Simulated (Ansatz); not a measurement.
# WSe2: what the fields show

The calculation's input:

```
crystal:
  lattice:
    - [3.2972133755, -0.0845735231, 0.0]
    - [-1.7218495072, 2.8977573065, 0.0]
    - [0.0, 0.0, 7.184272763]
  atoms:
    - { symbol: W, position: [0.0039334817, 0.0003745799, 0.0] }
    - { symbol: Se, position: [0.3313665924, 0.6664793767, 0.2318576328] }
    - { symbol: Se, position: [0.3313665924, 0.6664793767, 0.7681423672] }
kpoints:
  mp_grid: { grid: [12, 12, 4] }
  band_path:
    path:
      - [0.0, 0.0, 0.0]
      - [0.5, 0.0, 0.0]
      - [0.3333333333, 0.3333333333, 0.0]
      - [0.0, 0.0, 0.5]
      - [0.5, 0.0, 0.5]
      - [0.3333333333, 0.3333333333, 0.5]
      - [0.182292, 0.171875, 0.0]
    npoints: 1
hamiltonian:
  xc: pbe
scf:
  occupations: { method: fermi_dirac, width: 0.02 }
  n_extra_bands: 4
output:
  forces: true
  stress: true
  eigenvalues: true
  write_density: true
  write_potential: true
  elf: true
  volumetric_format: npy
```

Launched as:

```sh
ansatz run input.yaml --threads 4 --pin off --max-ram 5529MiB --backend cpu --events-out ev --progress --plain --runs-dir out
```

Below, planes, directions and counts refer to the conventional cell (a = 3.22 Å, b = 7.18 Å, c = 3.30 Å, α = 90.00°, β = 117.78°, γ = 90.00°).

Space group Pm; a structure from a database of computed crystals, not necessarily the ambient phase; started from the database structure prototype, which need not be the ambient phase; changed on purpose from its base cell (shear xy strain -5.1%); computed pressure about 3 GPa in this cell.

Level of theory: DFT, PBE, plane waves, PAW (Ansatz 0.2.0).

In a PAW calculation such maps are meaningful between the atoms, not at the nuclei.

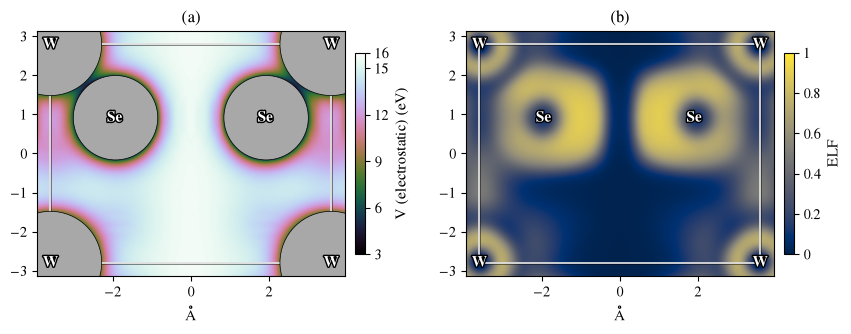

Figure 1. (a) electrostatic potential energy of an electron; (b) ELF on the (101) plane of the conventional cell. Grey discs cover the atomic cores in the potential map.

Question: Describe what can be read from this map.

Answer: Atoms in the plane: W and Se. W–Se (2.51 Å): the ELF is about 0.55 at the midpoint. The features right at W lie inside the PAW spheres, where the map follows smoothed inner orbitals and isn't to be read closely. Outside the cores the potential energy rises away from the atoms and is highest about 2.6 Å from the nearest atoms; its zero is arbitrary.

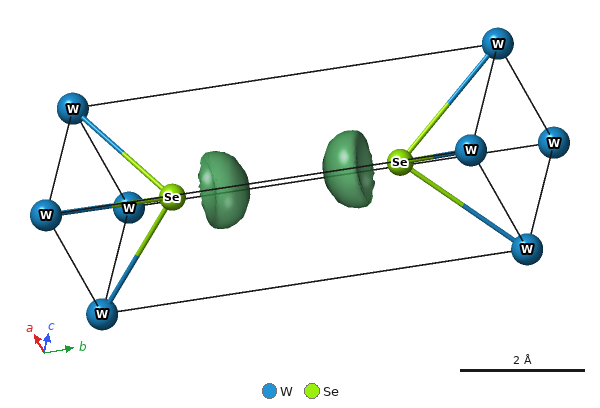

Figure 2. Isosurface of the electron localisation function at 0.85 (green), seen at an oblique angle. Only the valence region is drawn (cores and ρ < 0.01 e/Å³ removed). Sticks mark near contacts.

Question: Where are the electrons localised?

Answer: The ELF exceeds this value in two lobes on Se, pointing away from the bonds (lone pairs), counted in one cell of 3 atoms. Any copies at cell faces, edges or corners count once.

Question: Metal or insulator at this level of theory?

Answer: It is gapped, with a Kohn–Sham gap of 1.4 eV on the k-point mesh, an upper bound to the gap of this method.
